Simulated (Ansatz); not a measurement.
**Be3S2: density, localisation and related maps**

Input

```
crystal:
  lattice:
    - [3.0440629431, 0.0, 0.0]
    - [0.0, 3.0440629431, 0.0]
    - [0.0, 0.0, 6.7433072998]
  atoms:
    - { symbol: Be, position: [0.0, 0.0, 0.6725705816] }
    - { symbol: Be, position: [0.0, 0.0, 0.0] }
    - { symbol: Be, position: [0.0, 0.0, 0.3274294184] }
    - { symbol: S, position: [0.5, 0.5, 0.7617235629] }
    - { symbol: S, position: [0.5, 0.5, 0.2382764371] }
basis:
  ecutwfc: 420
kpoints:
  mp_grid: { grid: [12, 12, 6] }
hamiltonian:
  xc: pbe
scf:
  occupations: { method: gaussian, width: 0.1 }
output:
  forces: true
  stress: true
  eigenvalues: true
  write_density: true
  write_potential: true
  elf: true
  volumetric_format: npy
relax:
  adjacent_minimum: "off"
  f_tol: 0.01
  max_steps: 80
  cell: { stress_tol: 0.05 }
```

Run with:

```sh
ansatz run input.yaml --threads 1 --pin off --max-ram 2048MiB --backend cpu --events-out ev --progress --plain --runs-dir out
```

Below, planes, directions and counts refer to the conventional cell (a = 3.05 Å, b = 3.05 Å, c = 6.72 Å, α = 90.00°, β = 90.00°, γ = 90.00°).

The fields are those of the relaxed geometry.

Space group P4/mmm; a structure generated by program, which may or may not match a known phase.

Computed with DFT PBE, scalar-relativistic, plane waves, PAW in Ansatz 0.2.0.

In a PAW calculation such maps are meaningful between the atoms, not at the nuclei.

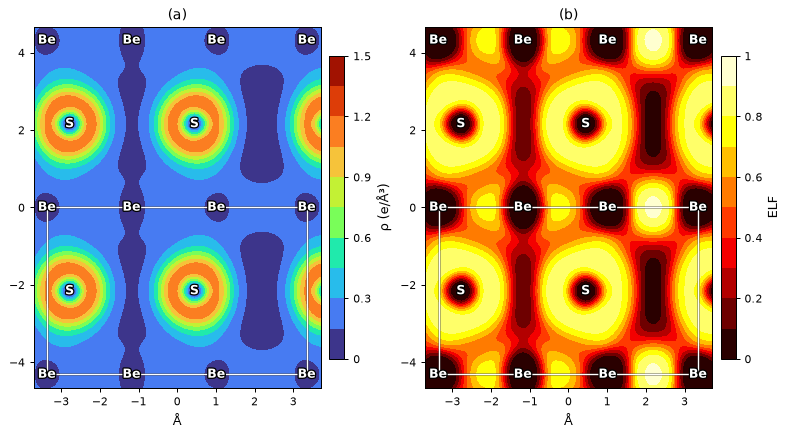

Figure 1. (a) valence charge density (pseudo); (b) electron localisation function on the (110) plane of the conventional cell.

**Interpret the plot.**

- Atoms in the plane: Be and S.
- Be–S (2.23 Å): ρ at the midpoint is about 0.49 e/Å³; the ELF peaks at about 0.85 in the valence shell of S, 0.8 Å from its nucleus, and is about 0.80 at the midpoint.
- Between the atoms the lowest density in this plane is 0.07 e/Å³.

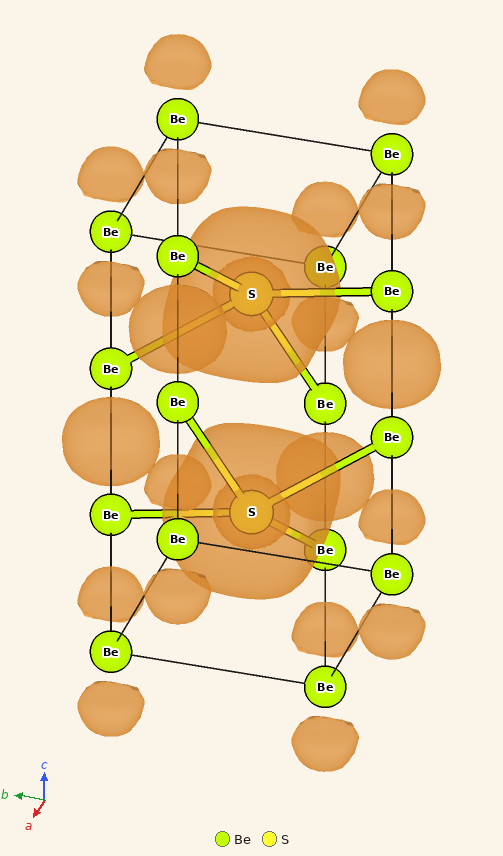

Figure 2. Isosurface of the electron localisation function at 0.65 (orange), seen at an oblique angle. Core shells and regions of very low density are left out. Sticks mark near contacts.

**Identify the bonds, lone pairs and shells in this picture.**

The ELF exceeds this value in two regions between bonded Be–Be atoms, two regions wrapped around S (the valence shell of each) and one pocket between the atoms, centred on no nucleus (multi-centre or interstitial), counted in one cell of 5 atoms. Any copies at cell faces, edges or corners count once.

**Metal or insulator at this level of theory?**

It is metallic or semimetallic at this level of theory: no gap opens.
